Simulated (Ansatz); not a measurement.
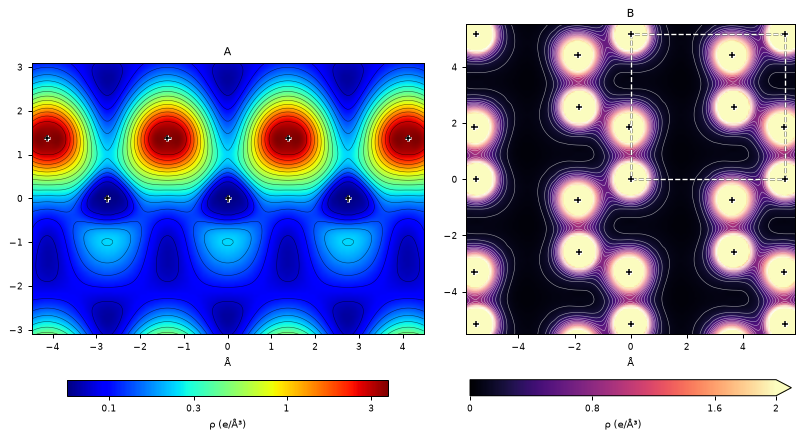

The valence electron density of 2 systems, each on a plane through atoms (crosses mark nuclei in the plane).

Computed with DFT PBE, scalar-relativistic, plane waves, PAW (Ansatz).

System 1: AlN, the (100) plane of the conventional cell. Space group I-4m2; a structure from a database of computed crystals, not necessarily the ambient phase.

```yaml
crystal:
  lattice:
    - [1.94582, 1.94582, 0.00000]
    - [-1.94582, 1.94582, 0.00000]
    - [0.00000, 0.00000, 5.50276]
  atoms:
    - { symbol: Al, position: [0.00000, 0.00000, 0.00000] }
    - { symbol: Al, position: [0.50000, 0.50000, 0.50000] }
    - { symbol: N, position: [0.00000, 0.50000, 0.25000] }
    - { symbol: N, position: [0.50000, 0.00000, 0.75000] }
```

System 2: GaN, the (010) plane of the conventional cell. Space group Cm; changed on purpose from its base cell (all Ga atoms moved -0.100 Å, as atom 1 towards its neighbour atom 2 (Ga) at 3.169 A); not relaxed (largest force 1.5 eV/Å); computed pressure about 9 GPa in this cell.

```cif
data_structure
_symmetry_space_group_name_H-M 'P 1'
_symmetry_Int_Tables_number 1
_cell_length_a 5.5079
_cell_length_b 3.1800
_cell_length_c 5.1660
_cell_angle_alpha 90.000
_cell_angle_beta 90.000
_cell_angle_gamma 90.000
_cell_volume 90.48
loop_
_atom_site_label
_atom_site_type_symbol
_atom_site_fract_x
_atom_site_fract_y
_atom_site_fract_z
_atom_site_occupancy
Ga1 Ga 0.17719 0.50000 0.01578 1
Ga2 Ga 0.67719 0.00000 0.01578 1
Ga3 Ga 0.34385 0.00000 0.51578 1
Ga4 Ga 0.84385 0.50000 0.51578 1
N1 N 0.16667 0.50000 0.37500 1
N2 N 0.66667 0.00000 0.37500 1
N3 N 0.33333 0.00000 0.87500 1
N4 N 0.83333 0.50000 0.87500 1
```

Q: Match each panel to its system.

A: Panel A is system 1, AlN: the plane holds Al and N. Al–N (1.95 Å): ρ is about 0.62 e/Å³ halfway. Panel B is system 2, GaN: the plane holds Ga and N. Ga–N (1.86 Å): ρ is about 0.93 e/Å³ halfway.
